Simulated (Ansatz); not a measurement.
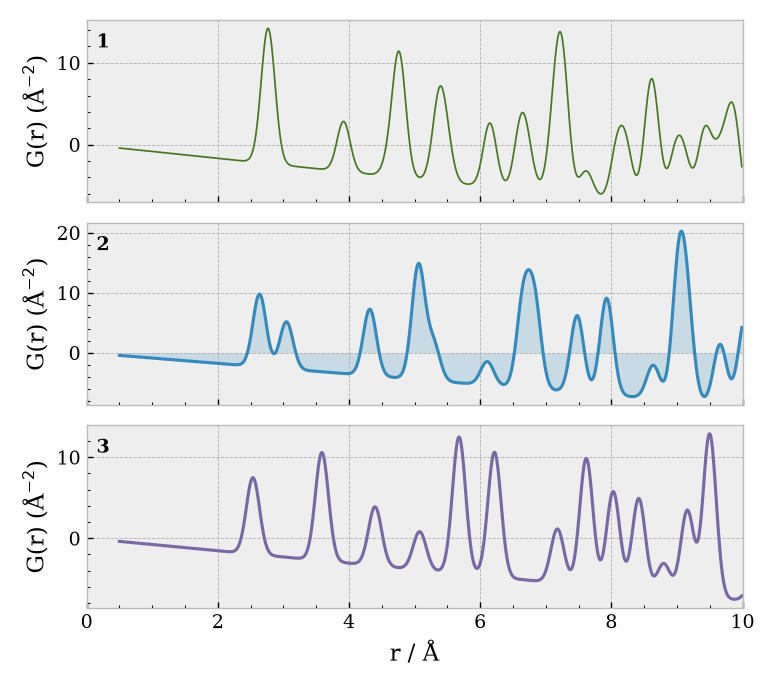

Simulated neutron pair distribution function, G(r) = R(r)/r − 4πρ₀r, summed over the atomic distances of the structure with each pair weighted by the product of the tabulated coherent neutron scattering lengths (natural isotope mix where the element has one); every distance is a Gaussian of σ = 0.10 Å.

Candidate polymorphs:

A. 
```
Pd
1.0
     3.05383    0.00000    0.00000
     0.00000    3.05383    0.00000
     0.00000    0.00000    3.05383
Pd
2
Direct
  0.00000 0.00000 0.00000
  0.50000 0.50000 0.50000
```

B. 
```cif
data_structure
_symmetry_space_group_name_H-M 'Pm-3m'
_symmetry_Int_Tables_number 221
_cell_length_a 2.5394
_cell_length_b 2.5394
_cell_length_c 2.5394
_cell_angle_alpha 90.000
_cell_angle_beta 90.000
_cell_angle_gamma 90.000
_cell_volume 16.38
loop_
_atom_site_label
_atom_site_type_symbol
_atom_site_symmetry_multiplicity
_atom_site_Wyckoff_symbol
_atom_site_fract_x
_atom_site_fract_y
_atom_site_fract_z
_atom_site_occupancy
Pd1 Pd 1 a 0.00000 0.00000 0.00000 1
```

C. 
```xyz
2
Lattice="2.7387 0.0000 0.0000 -1.3694 2.3718 0.0000 0.0000 0.0000 4.6199" Properties=species:S:1:pos:R:3 pbc="T T T"
Pd    0.0000    1.5812    1.1550
Pd    1.3694    0.7906    3.4649
```

Origins: A, the end point of a relaxation with DFT, LDA (PW92), plane waves (420 eV) with PAW, scalar-relativistic (Ansatz); the starting structure was generated, so it need not be a known form of this composition; B, the input geometry of an electronic-structure calculation (not necessarily at equilibrium); the starting structure was generated, so it need not be a known form of this composition; C, the geometry relaxed with DFT, m-r2SCAN, plane waves (500 eV) with PAW, scalar-relativistic (Ansatz 0.2.0); the starting structure was generated, so it need not be a known form of this composition.

**Which PDF belongs to which candidate?**

curve 1 is C (Pd, first clear peaks at 2.77 Å (Pd–Pd) and 3.92 Å (Pd–Pd)); curve 2 is A (Pd, first clear peaks at 2.64 Å (Pd–Pd) and 3.05 Å (Pd–Pd)); curve 3 is B (Pd, first clear peaks at 2.54 Å (Pd–Pd) and 3.59 Å (Pd–Pd)).
